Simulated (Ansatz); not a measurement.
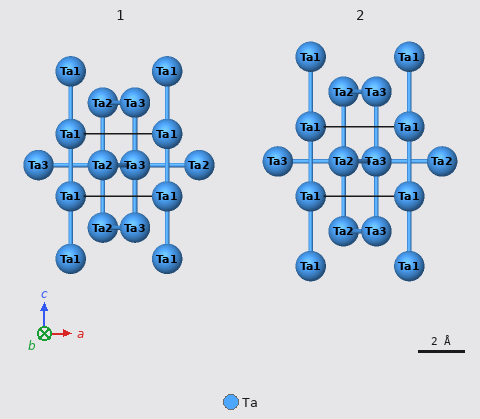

Two geometries of a crystal of Ta (built on the omega_191 type) (coarse preliminary run), drawn at one scale. One is the start of a relaxation, the other its converged end. A ball-and-stick model of the cell of the calculation, seen along the b axis.

These are results of Ansatz, DFT r2SCAN, scalar-relativistic, plane waves, PAW, not measurements. Set-up: plane-wave cutoff 500 eV; k-point mesh 6 × 6 × 6; occupations gaussian; smearing width 0.1 eV; no spin polarisation; cell and atoms relaxed; force threshold 0.04 eV/Å; at most 70 steps.

Which one is relaxed?

Answer. Structure 1 is the relaxed one. Case: omega type (P6/mmm, No. 191). The atoms keep their places relative to the cell (all moves are under 0.005 Å). The volume changes by −14.3 %, with a = b 4.951 → 4.845 Å (−2.1 %), c 3.035 → 2.718 Å (−10.5 %). Some distances before and after: Ta1–Ta1 3.035 → 2.718 Å, Ta1–Ta2 3.237 → 3.110 Å, Ta2–Ta3 2.859 → 2.797 Å. The space group stays P6/mmm (No. 191). Over 3 accepted moves (4 points after the start) the energy falls by 1.005 eV per cell of the calculation. All forces vanish by symmetry, so only the cell relaxes. Pressure: −21.78 GPa at the start and 0.20 GPa at the end. At 1 point the geometry stayed and the basis and grid were re-selected for the new cell (energy shift of 3.1 meV per cell of the calculation at most each time).
